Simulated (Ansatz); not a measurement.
## Σ3 (112) boundary in fcc Al with W (substitutional): structure and resistance

How much does the Σ3 (112) boundary in fcc Al with W (substitutional) reflect electrons?

Program: Ansatz 0.2.0. Level of theory: Ansatz plane-wave DFT, PBE, PAW files; relaxation of a bicrystal slab with its lowest layers held; PAW set soft_1, in the first sound run; inputs show where later runs differ. Results are calculated unless marked as measured.

## Step 1: The structure

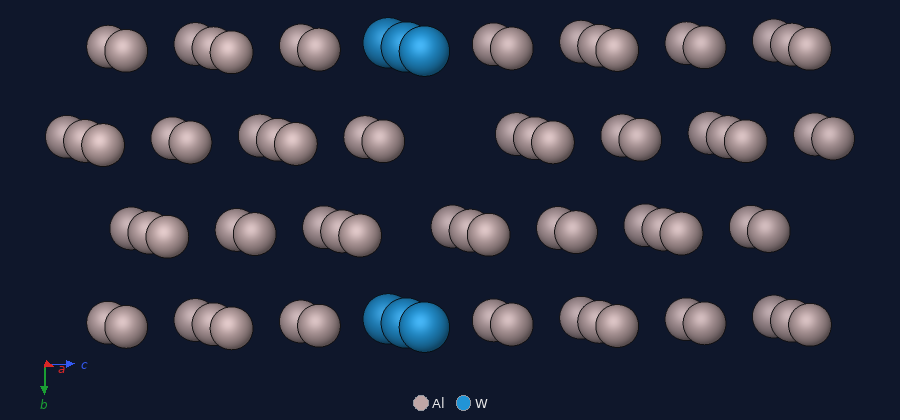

Start, viewed from the side, with the c axis across the page; aluminium light grey, tungsten blue. 2×1×1 cells are drawn. Some periodic images of atoms are drawn too.

The cell holds 23 atoms: 22 Al and 1 W. Cell: a = 2.862 Å, b = 7.011 Å, c = 30.005 Å, α = 90.0°, β = 90.0°, γ = 90.0°. It derives from Al. built on the (1 1 2) plane; 2 overlapping atoms removed and the grains opened by 0 Å. Vacuum lies along c.

## Step 2: Relaxing the bicrystal

The boundary is built by mirroring the lower grain in the boundary plane and removing any atoms that overlap; then the W is put in at the boundary. A thin bicrystal slab is relaxed first, with the lowest layers held and the upper grain free to shift and open.

Input file input.yaml:

```yaml
crystal:
  lattice:
    - [2.862347037, 0.0, 0.0]
    - [0.0, 7.0112897075, 0.0]
    - [0.0, 0.0, 30.0046335726]
  atoms:
    - { symbol: Al, position: [0.0, 0.3333333334, 0.1666409286] }
    - { symbol: Al, position: [0.5, 0.0, 0.1941796224] }
    - { symbol: Al, position: [0.0, 0.6666666667, 0.2217183161] }
    - { symbol: Al, position: [0.5, 0.3333333334, 0.2492570099] }
    - { symbol: Al, position: [1.0, 0.0, 0.2767957037] }
    - { symbol: Al, position: [0.5, 0.6666666667, 0.3043343975] }
    - { symbol: Al, position: [0.0, 0.3333333334, 0.3318730913] }
    - { symbol: Al, position: [0.5, 0.0, 0.3594117851] }
    - { symbol: Al, position: [0.0, 0.6666666667, 0.3869504789] }
    - { symbol: Al, position: [0.5, 0.3333333333, 0.4144891727] }
    - { symbol: W, position: [0.0, 0.0, 0.4420278665] }
    - { symbol: Al, position: [0.0, 0.6666666667, 0.497105254] }
    - { symbol: Al, position: [0.5, 0.0, 0.5246439478] }
    - { symbol: Al, position: [0.0, 0.3333333334, 0.5521826416] }
    - { symbol: Al, position: [0.5, 0.6666666667, 0.5797213354] }
    - { symbol: Al, position: [1.0, 0.0, 0.6072600292] }
    - { symbol: Al, position: [0.5, 0.3333333334, 0.634798723] }
    - { symbol: Al, position: [0.0, 0.6666666667, 0.6623374168] }
    - { symbol: Al, position: [0.5, 0.0, 0.6898761106] }
    - { symbol: Al, position: [0.0, 0.3333333334, 0.7174148043] }
    - { symbol: Al, position: [0.5, 0.6666666667, 0.7449534981] }
    - { symbol: Al, position: [1.0, 1.0e-10, 0.7724921919] }
    - { symbol: Al, position: [0.5, 0.3333333334, 0.8000308857] }
kpoints:
  mp_grid: { grid: [8, 4, 1] }
hamiltonian:
  xc: pbe
  pseudopotentials: { kind: paw, azcp: { folder: soft_1 } }
scf:
  occupations: { method: fermi_dirac, width: 0.1 }
relax:
  f_tol: 0.03
  max_steps: 80
  constraints: [{ sites: [0, 1, 2, 3] }]
```

Started as:

```bash
$ ansatz run input.yaml --threads 4 --pin off --max-ram 15360MiB --backend cpu --events-out ev --progress --plain --runs-dir out
```

Numbers of over 12 decimals in the logs are rounded to 6 here.

What it wrote:

```text
Engine: ansatz 0.2.0, aarch64-unknown-linux-gnu
Pseudopotentials: kind: paw
Pseudopotential: Al, paw, valence charge 3, recommended cutoff 420 eV (normal), soft_1/Al.paw.azcp
Pseudopotential: W, paw, valence charge 14, recommended cutoff 420 eV (normal), soft_1/W.paw.azcp
Functional definition: PBE
  parameter kappa = 0.804
  parameter beta = 0.066725
  exchange = pbe_x(kappa = kappa, mu = beta*pi^2/3)
  correlation = pbe_c(beta = beta)
Crystal: 23 atoms, lattice volume = 602.155 Å³
Basis set: ecut = 420 eV, 11819 PW (Γ), exchange–correlation on 40×96×432 points (8 copies of the dense FFT grid, shifted against one another)
Bands: 63, of which v1, the nominal top of the filled ones, is band 40 counted from 1 (39 counted from 0)
Symmetry: 2 space group operations
Space group: Pm (ITA 6), of the structure as read, at distance tolerance 8.4e-5 Å
k-points: 15 of 32 (time reversal used)
Non-local potential: Al, projectors of the file, l = 0: 2, l = 1: 2, l = 2: 1
Non-local potential: W, projectors of the file, l = 0: 3, l = 1: 2, l = 2: 2, l = 3: 1
PAW form: soft (Blöchl's): semilocal exchange-correlation on the pseudo side does not see the compensation charge
PAW one-centre angular grid: Al, 110 points (default); XC on 64 Gauss nodes
PAW one-centre angular grid: W, 590 points (default); XC on 64 Gauss nodes
Initial density: superposition of atomic densities (neutral atoms: chi_scale 0, normalization atom)
Initial wavefunctions: pseudopotential atomic-orbital guess
Functional: x = pbe(κ = 0.804, μ = 0.219515), c = pbe(β = 0.066725)
SCF iter   1: F=—  HF=-22210.248358 eV  |F-HF|=—  |Δ(HF+E_count)|=         —  Δρ=2.27e-2  dr2=3.60e1  ethr=3.10e-3  ⟨swp⟩=9.1  Hψ=5441  notcnv=0  defer=9
preconditioner: auto → LDOS  [metal: Δε(μ)=0.033 eV  Ē_g=6.303 eV  σ=0.100 eV  W_gap=0.08  n_scr=66 (ndim 8)  ℏωp=12.8 eV  f_vac=0.243  D(μ)=9.35/eV (n_scr^D=42)  β→1.0]
SCF iter   2: F=—  HF=-22207.683883 eV  |F-HF|=—  |Δ(HF+E_count)|=    2.56e0  Δρ=1.01e-2  dr2=5.93e0  ethr=3.10e-3  ⟨swp⟩=6.6  Hψ=2771  notcnv=0  defer=45
SCF iter   3: F=—  HF=-22207.349440 eV  |F-HF|=—  |Δ(HF+E_count)|=   3.34e-1  Δρ=2.16e-3  dr2=1.24e-1  ethr=3.10e-3  ⟨swp⟩=5.3  Hψ=2019  notcnv=0  defer=39
SCF iter   4: F=—  HF=-22207.337124 eV  |F-HF|=—  |Δ(HF+E_count)|=   1.23e-2  Δρ=5.80e-4  dr2=7.03e-3  ethr=1.55e-4  ⟨swp⟩=3.7  Hψ=1727  notcnv=0  defer=39
SCF iter   5: F=—  HF=-22207.337261 eV  |F-HF|=—  |Δ(HF+E_count)|=   1.37e-4  Δρ=1.81e-4  dr2=9.39e-4  ethr=8.79e-6  ⟨swp⟩=2.5  Hψ=1576  notcnv=0  defer=38
SCF iter   6: F=-22207.337226 eV  HF=-22207.337232 eV  |F-HF|=5.83e-6  |Δ(HF+E_count)|=   2.94e-5  Δρ=3.95e-5  dr2=2.22e-5  ethr=2.81e-8  ⟨swp⟩=4.3  Hψ=4013  notcnv=0
SCF 1 converged in 6 iterations: F = -22207.337226 eV  dr2 = 2.22e-5
  greatest PAW one-centre occupation: 0.999 electrons in one spin orbital (limit 2), on the W atom at site 10 (counted from 0), in its partial waves of l = 0
relax step   1: F+E_penalty+E_count = -22207.33722590 eV  Δ(F+E_penalty+E_count) = +0.000e0 eV  max|allowed force component| = 9.072e-1 eV/Å  Δτ_max = 0.0000 Å  (6 SCF iters, dr2 threshold 2.25e-5 eV, accepted)
Initial density: handed on by an earlier stage of this run
Initial wavefunctions: those handed on with the density
SCF iter   1: F=—  HF=-22207.991945 eV  |F-HF|=—  |Δ(HF+E_count)|=         —  Δρ=7.47e-3  dr2=2.65e0  ethr=3.10e-3  ⟨swp⟩=5.5  Hψ=2913  notcnv=0  defer=20
preconditioner: auto → LDOS  [metal: Δε(μ)=0.038 eV  Ē_g=6.155 eV  σ=0.100 eV  W_gap=0.10  n_scr=66 (ndim 8)  ℏωp=12.8 eV  f_vac=0.256  D(μ)=9.66/eV (n_scr^D=42)  β→1.0]
SCF iter   2: F=—  HF=-22207.815715 eV  |F-HF|=—  |Δ(HF+E_count)|=   1.76e-1  Δρ=2.13e-3  dr2=1.73e-1  ethr=3.10e-3  ⟨swp⟩=1.8  Hψ=1156  notcnv=0  defer=29
SCF iter   3: F=—  HF=-22207.804828 eV  |F-HF|=—  |Δ(HF+E_count)|=   1.09e-2  Δρ=5.35e-4  dr2=1.19e-2  ethr=2.17e-4  ⟨swp⟩=2.2  Hψ=1425  notcnv=0  defer=37
SCF iter   4: F=—  HF=-22207.803621 eV  |F-HF|=—  |Δ(HF+E_count)|=   1.21e-3  Δρ=1.61e-4  dr2=5.04e-4  ethr=1.49e-5  ⟨swp⟩=2.2  Hψ=1459  notcnv=0  defer=35
SCF iter   5: F=-22207.803537 eV  HF=-22207.803543 eV  |F-HF|=6.05e-6  |Δ(HF+E_count)|=   7.84e-5  Δρ=3.26e-5  dr2=1.18e-5  ethr=6.43e-8  ⟨swp⟩=3.9  Hψ=3926  notcnv=0
SCF 2 converged in 5 iterations: F = -22207.803537 eV  dr2 = 1.18e-5
relax step   2: F+E_penalty+E_count = -22207.80353702 eV  Δ(F+E_penalty+E_count) = -4.663e-1 eV  max|allowed force component| = 3.741e-1 eV/Å  Δτ_max = 0.1949 Å  (5 SCF iters, dr2 threshold 5.14e-5 eV, accepted)
iter 1 solved again at ethr=1.88e-3 eV; its pass at ethr=3.10e-3 eV (dr2=1.50e0 eV) is discarded
SCF iter   1: F=—  HF=-22208.082307 eV  |F-HF|=—  |Δ(HF+E_count)|=         —  Δρ=4.63e-3  dr2=1.51e0  ethr=1.88e-3  ⟨swp⟩=1.0  Hψ=4168  notcnv=0  defer=36
preconditioner: auto → LDOS  [metal: Δε(μ)=0.034 eV  Ē_g=6.179 eV  σ=0.100 eV  W_gap=0.09  n_scr=66 (ndim 8)  ℏωp=12.8 eV  f_vac=0.263  D(μ)=9.94/eV (n_scr^D=46)  β→1.0]
SCF iter   2: F=—  HF=-22208.015553 eV  |F-HF|=—  |Δ(HF+E_count)|=   6.68e-2  Δρ=1.30e-3  dr2=3.33e-2  ethr=1.88e-3  ⟨swp⟩=1.5  Hψ=990  notcnv=0  defer=36
SCF iter   3: F=—  HF=-22208.012098 eV  |F-HF|=—  |Δ(HF+E_count)|=   3.46e-3  Δρ=6.11e-4  dr2=7.37e-3  ethr=4.16e-5  ⟨swp⟩=2.4  Hψ=1734  notcnv=0  defer=38
SCF iter   4: F=—  HF=-22208.010893 eV  |F-HF|=—  |Δ(HF+E_count)|=   1.20e-3  Δρ=1.61e-4  dr2=5.65e-4  ethr=9.21e-6  ⟨swp⟩=2.0  Hψ=1598  notcnv=0  defer=44
SCF iter   5: F=—  HF=-22208.010799 eV  |F-HF|=—  |Δ(HF+E_count)|=   9.39e-5  Δρ=3.24e-5  dr2=1.47e-5  ethr=7.06e-7  ⟨swp⟩=2.0  Hψ=1508  notcnv=0  defer=44
SCF iter   6: F=-22208.010801 eV  HF=-22208.010801 eV  |F-HF|=6.74e-8  |Δ(HF+E_count)|=   2.18e-6  Δρ=1.02e-5  dr2=1.25e-6  ethr=1.09e-8  ⟨swp⟩=4.9  Hψ=3031  notcnv=0
SCF 3 converged in 6 iterations: F = -22208.010801 eV  dr2 = 1.25e-6
relax step   3: F+E_penalty+E_count = -22208.01080089 eV  Δ(F+E_penalty+E_count) = -2.073e-1 eV  max|allowed force component| = 2.746e-1 eV/Å  Δτ_max = 0.1923 Å  (6 SCF iters, dr2 threshold 8.75e-6 eV, accepted)
[...]
relax step   4: F+E_penalty+E_count = -22208.10491161 eV  Δ(F+E_penalty+E_count) = -9.411e-2 eV  max|allowed force component| = 1.499e-1 eV/Å  Δτ_max = 0.1900 Å  (6 SCF iters, dr2 threshold 1.28e-5 eV, accepted)
[...]
relax step   5: F+E_penalty+E_count = -22208.17252154 eV  Δ(F+E_penalty+E_count) = -6.761e-2 eV  max|allowed force component| = 5.190e-2 eV/Å  Δτ_max = 0.2000 Å  (6 SCF iters, dr2 threshold 6.70e-6 eV, accepted)
[...]
relax step   6: F+E_penalty+E_count = -22208.19459478 eV  Δ(F+E_penalty+E_count) = -2.207e-2 eV  max|allowed force component| = 4.582e-2 eV/Å  Δτ_max = 0.1951 Å  (7 SCF iters, accepted)
SCF iter   1: F=—  HF=-22208.198277 eV  |F-HF|=—  |Δ(HF+E_count)|=         —  Δρ=8.30e-4  dr2=3.02e-2  ethr=3.82e-4  ⟨swp⟩=2.5  Hψ=2036  notcnv=0  defer=37
preconditioner: auto → LDOS  [metal: Δε(μ)=0.018 eV  Ē_g=6.267 eV  σ=0.100 eV  W_gap=0.05  n_scr=66 (ndim 8)  ℏωp=12.8 eV  f_vac=0.279  D(μ)=9.22/eV (n_scr^D=40)  β→1.0]
SCF iter   2: F=—  HF=-22208.196491 eV  |F-HF|=—  |Δ(HF+E_count)|=   1.79e-3  Δρ=2.37e-4  dr2=1.28e-3  ethr=3.77e-5  ⟨swp⟩=2.2  Hψ=1323  notcnv=0  defer=37
SCF iter   3: F=—  HF=-22208.196336 eV  |F-HF|=—  |Δ(HF+E_count)|=   1.55e-4  Δρ=6.78e-5  dr2=1.21e-4  ethr=1.60e-6  ⟨swp⟩=2.0  Hψ=1388  notcnv=0  defer=37
SCF iter   4: F=—  HF=-22208.196320 eV  |F-HF|=—  |Δ(HF+E_count)|=   1.59e-5  Δρ=1.68e-5  dr2=2.99e-6  ethr=1.51e-7  ⟨swp⟩=2.3  Hψ=1477  notcnv=0  defer=37
SCF iter   5: F=—  HF=-22208.196321 eV  |F-HF|=—  |Δ(HF+E_count)|=   1.45e-6  Δρ=6.25e-6  dr2=5.50e-7  ethr=3.74e-9  ⟨swp⟩=2.8  Hψ=1831  notcnv=0  defer=37
SCF iter   6: F=-22208.196321 eV  HF=-22208.196321 eV  |F-HF|=4.17e-9  |Δ(HF+E_count)|=   1.86e-8  Δρ=1.96e-6  dr2=3.81e-8  ethr=1.25e-10  ⟨swp⟩=3.5  Hψ=3676  notcnv=0
SCF 7 converged in 6 iterations: F = -22208.196321 eV  dr2 = 3.81e-8
relax step   7: F+E_penalty+E_count = -22208.19632121 eV  Δ(F+E_penalty+E_count) = -1.726e-3 eV  max|allowed force component| = 1.324e-2 eV/Å  Δτ_max = 0.0523 Å  (6 SCF iters, accepted)
SCF converged after 6 iterations
Free energy (F): -22208.196321 eV
Harris-Foulkes:  -22208.196321 eV  (|F-HF|=4.17e-9)
Internal energy: -22207.888796 eV  (E = F + TS)
E sigma→0 (E₀):  -22208.042559 eV
Entropy (-TS):   -0.307525 eV (-13.371 meV/atom)
Fermi energy:    3.864028 eV
--- Per-component energies (eV) ---
  E_band       = -360.222622
  E_kinetic    = 902.089980
  E_local      = -25210.950321  (includes V_loc(G=0)·N_el)
  E_nonlocal   = 196.656281
  E_hartree    = 12425.850310
  E_xc         = -1087.617536
  E_vxc        = -860.671582  (∫ρ·V_xc dr)
  E_paw        = -18904.484381  (= ΣΔE_a)
  E_vpaw       = -239.046293  (= ΣTr[D̂ρ^β])
  E_aug_tail   = 0.000105  (compensation charges beyond the density's cutoff)
  E_ewald      = 9470.566765
  E_smearing   = -0.307525  (= −TS)
  E_closure    = 0.000000  (closes the sum)
  Σ components = -22208.196321   (vs F -22208.196321, Δ=0.00e0)
--- Forces (eV/Å), atoms counted from 1 ---
  atom   1  Al    -0.00000000    -0.04657446     0.07419742
  atom   2  Al    -0.00000000     0.00149979    -0.01395396
  atom   3  Al     0.00000000     0.16957896    -0.21698845
  atom   4  Al    -0.00000000    -0.12068831     0.15394787
  atom   5  Al    -0.00000000     0.00130797     0.01323844
  atom   6  Al    -0.00000000     0.00293912    -0.00428348
  atom   7  Al     0.00000000     0.00153132    -0.00656808
  atom   8  Al     0.00000000    -0.01225735    -0.00970088
  atom   9  Al     0.00000000     0.00438556    -0.00210666
  atom  10  Al     0.00000000    -0.00171238    -0.00047047
  atom  11  W      0.00000000     0.00817750     0.00803115
  atom  12  Al     0.00000000    -0.00838376     0.00421532
  atom  13  Al     0.00000000     0.00636963     0.00576014
  atom  14  Al     0.00000000    -0.00698147    -0.00780256
  atom  15  Al    -0.00000000     0.00333706     0.00189902
  atom  16  Al    -0.00000000    -0.00297490    -0.00261929
  atom  17  Al     0.00000000     0.00143104     0.00172060
  atom  18  Al    -0.00000000    -0.00345954    -0.01024011
  atom  19  Al     0.00000000     0.00670331    -0.00143394
  atom  20  Al     0.00000000    -0.00262914     0.00403566
  atom  21  Al    -0.00000000    -0.00494507     0.00729062
  atom  22  Al    -0.00000000     0.00197751     0.00051156
  atom  23  Al    -0.00000000     0.00133959     0.00133913
  max |Σ_I F_I| component: 2.80e-5 eV/Å
--- Relaxed structure (7 steps of the walk, 7 accepted, 0 SCFs on fresh bases) ---
  F+E_penalty+E_count = -22208.19632121 eV   max|allowed force component| = 1.324e-2 eV/Å
  atoms:
    - { symbol: Al, position: [0.0, 0.3333333334, 0.1666409286] }
    - { symbol: Al, position: [0.500000, 0.0, 0.194180] }
    - { symbol: Al, position: [0.0, 0.666667, 0.221718] }
    - { symbol: Al, position: [0.500000, 0.3333333334, 0.249257] }
    - { symbol: Al, position: [1.000000, 0.00103557, 0.275776] }
    - { symbol: Al, position: [0.500000, 0.661325, 0.303547] }
    - { symbol: Al, position: [-1.8574650745384732e-18, 0.326503, 0.332300] }
    - { symbol: Al, position: [0.500000, -0.0071634, 0.356490] }
    - { symbol: Al, position: [-2.9171945105423623e-18, 0.655940, 0.386443] }
    - { symbol: Al, position: [0.500000, 0.333184, 0.431574] }
    - { symbol: W, position: [-1.4578408879120358e-18, -0.00536073, 0.431723] }
    - { symbol: Al, position: [-2.8350887410389077e-18, 0.656242, 0.476584] }
    - { symbol: Al, position: [0.500000, -0.013538, 0.507252] }
    - { symbol: Al, position: [-2.8087551658595245e-18, 0.323005, 0.527823] }
    - { symbol: Al, position: [0.500000, 0.655559, 0.559060] }
    - { symbol: Al, position: [1.000000, -0.00538035, 0.586999] }
    - { symbol: Al, position: [0.500000, 0.329001, 0.612649] }
    - { symbol: Al, position: [-1.958350607570168e-19, 0.665947, 0.642145] }
    - { symbol: Al, position: [0.500000, 0.000193187, 0.668691] }
    - { symbol: Al, position: [0, 0.333187, 0.693391] }
    - { symbol: Al, position: [0.500000, 0.669319, 0.726679] }
    - { symbol: Al, position: [1.000000, 0.00205034, 0.750549] }
    - { symbol: Al, position: [0.500000, 0.329922, 0.774414] }
```

Elapsed: 91 s, on 4 threads of Arm Neoverse V1, shared host; peak memory 1.3 GiB.

Relaxation path:

| step | energy less that of the first step (eV) | largest force component (eV/Å) |
| --- | --- | --- |
| 1 | 0.0000 | 0.9072 |
| 2 | -0.4663 | 0.3741 |
| 3 | -0.6736 | 0.2746 |
| 4 | -0.7677 | 0.1499 |
| 5 | -0.8353 | 0.0519 |
| 6 | -0.8574 | 0.0458 |
| 7 | -0.8591 | 0.0132 |

The run keeps the 2 symmetry operations that it works with, so distortions that break them were not tested.

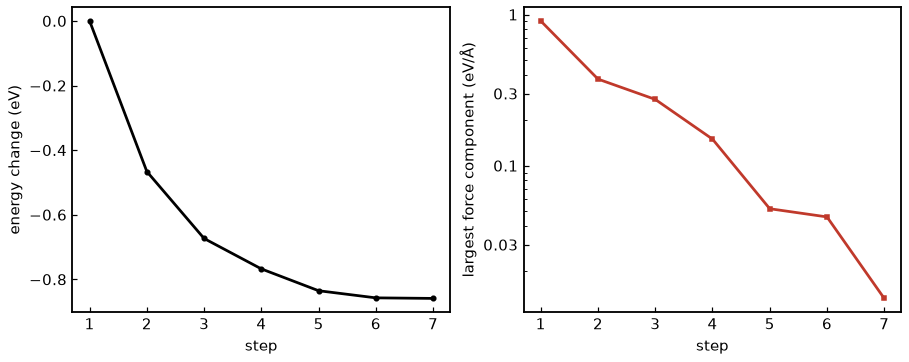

Energy and largest force along the relaxation.

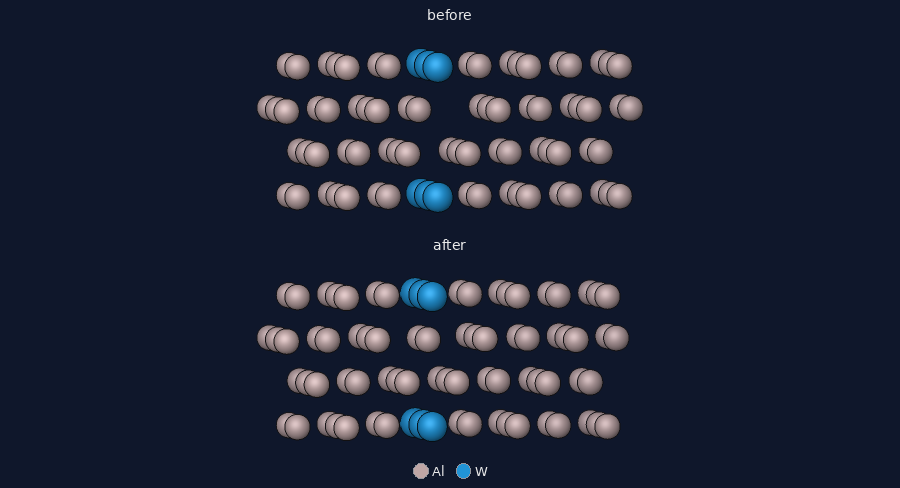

The structure before and after the relaxation, drawn at the same scale.

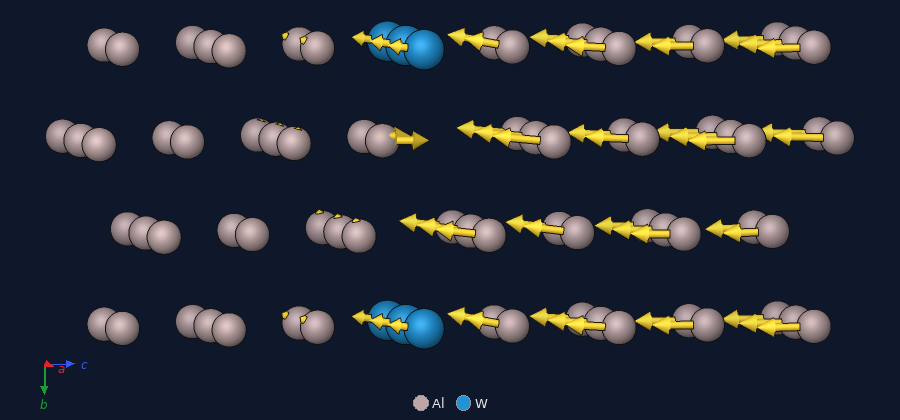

Displacements in the relaxation, exaggerated; the longest in the cell stands for 0.77 Å. 2×1×1 cells are drawn. Some periodic images of atoms are drawn too.

The atoms that moved most (Å):

| atom | dx | dy | dz | length |
| --- | --- | --- | --- | --- |
| Al23 | 0.000 | -0.024 | -0.769 | 0.769 |
| Al14 | 0.000 | -0.072 | -0.731 | 0.734 |
| Al20 | 0.000 | -0.001 | -0.721 | 0.721 |
| Al17 | 0.000 | -0.030 | -0.665 | 0.665 |
| Al22 | 0.000 | 0.014 | -0.658 | 0.659 |
| Al19 | 0.000 | 0.001 | -0.636 | 0.636 |
| Al15 | 0.000 | -0.078 | -0.620 | 0.625 |
| Al12 | 0.000 | -0.073 | -0.616 | 0.620 |

The relaxed structure:

```cif
data_structure
_symmetry_space_group_name_H-M 'P 1'
_symmetry_Int_Tables_number 1
_cell_length_a 2.8623
_cell_length_b 7.0113
_cell_length_c 30.0046
_cell_angle_alpha 90.000
_cell_angle_beta 90.000
_cell_angle_gamma 90.000
_cell_volume 602.16
loop_
_atom_site_label
_atom_site_type_symbol
_atom_site_fract_x
_atom_site_fract_y
_atom_site_fract_z
_atom_site_occupancy
Al1 Al 0.00000 0.33333 0.16664 1
Al2 Al 0.50000 0.00000 0.19418 1
Al3 Al 0.00000 0.66667 0.22172 1
Al4 Al 0.50000 0.33333 0.24926 1
Al5 Al 0.00000 0.00104 0.27578 1
Al6 Al 0.50000 0.66132 0.30355 1
Al7 Al 0.00000 0.32650 0.33230 1
Al8 Al 0.50000 0.99284 0.35649 1
Al9 Al 0.00000 0.65594 0.38644 1
Al10 Al 0.50000 0.33318 0.43157 1
W11 W 0.00000 0.99464 0.43172 1
Al12 Al 0.00000 0.65624 0.47658 1
Al13 Al 0.50000 0.98646 0.50725 1
Al14 Al 0.00000 0.32301 0.52782 1
Al15 Al 0.50000 0.65556 0.55906 1
Al16 Al 0.00000 0.99462 0.58700 1
Al17 Al 0.50000 0.32900 0.61265 1
Al18 Al 0.00000 0.66595 0.64214 1
Al19 Al 0.50000 0.00019 0.66869 1
Al20 Al 0.00000 0.33319 0.69339 1
Al21 Al 0.50000 0.66932 0.72668 1
Al22 Al 0.00000 0.00205 0.75055 1
Al23 Al 0.50000 0.32992 0.77441 1
```

This step gave:

| Item | Value |
| --- | --- |
| free energy | -22208.1963 eV |
| energy at zero smearing | -22208.0426 eV |
| Fermi energy | 3.864 eV |

The largest force component on a free atom ends at 0.013 eV/Å, under the tolerance of 0.03, after 7 steps.

(Continued in part 2 of 2.)

[Logs are printed without paths, hosts, clocks, repeated set-up lines and the standing remarks that a program may print on its own settings, such as how far it seeks lower states.]

[Hosts, paths, dates, database ids (printed as entryN), source tags and the programs' standing remarks are cut or masked in the printed files.]
